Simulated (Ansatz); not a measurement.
Start from this file.

```cif
data_structure
_symmetry_space_group_name_H-M 'P 1'
_symmetry_Int_Tables_number 1
_cell_length_a 6.5122
_cell_length_b 3.6317
_cell_length_c 4.9935
_cell_angle_alpha 90.000
_cell_angle_beta 90.000
_cell_angle_gamma 90.000
_cell_volume 118.10
loop_
_atom_site_label
_atom_site_type_symbol
_atom_site_fract_x
_atom_site_fract_y
_atom_site_fract_z
_atom_site_occupancy
Ti1 Ti 0.67568 0.25000 0.37178 1
Ti2 Ti 0.32432 0.75000 0.62822 1
Ti3 Ti 0.82432 0.75000 0.87178 1
Ti4 Ti 0.17568 0.25000 0.12822 1
Si1 Si 0.54393 0.25000 0.85540 1
Si2 Si 0.45607 0.75000 0.14460 1
Si3 Si 0.95607 0.75000 0.35540 1
Si4 Si 0.04393 0.25000 0.64460 1
```

Before looking at a picture, describe the arrangement of atoms.

Answer. It has the composition TiSi. It belongs to space group Pnma (No. 62) and has a primitive orthorhombic lattice. The cell comprises 4 formula units: 4 Ti, 4 Si. Around each Ti lie seven Si at 2.56 to 2.76 Å. Around each Si lie seven Ti and two Si (2.56 to 2.76 Å to Ti, 2.39 Å to Si). Not all metal-metal contacts are counted. The bonds build a three-dimensional framework.

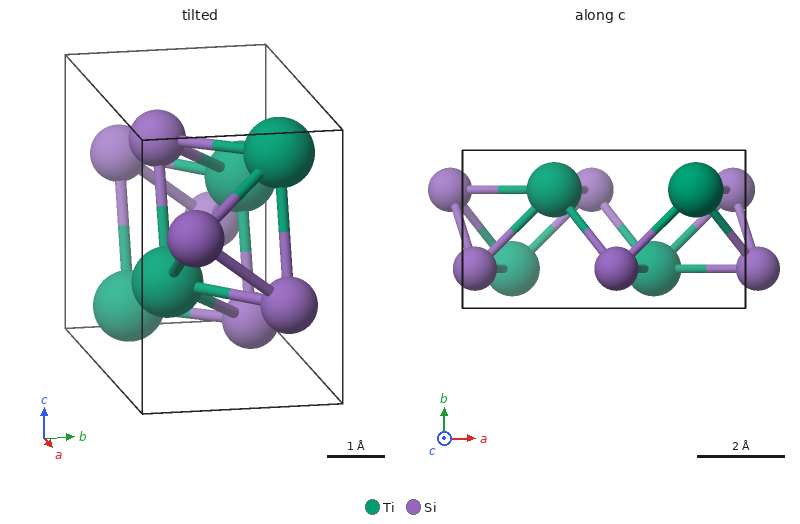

The structure above is drawn in ball-and-stick style and viewed slightly off an axis and along the c axis. One conventional unit cell is framed, with atoms on its boundary repeated.

The cell started as a structure listed in the Materials Project. Earlier steps of the study may have refined or changed the cell and positions. It went into a calculation with Ansatz.
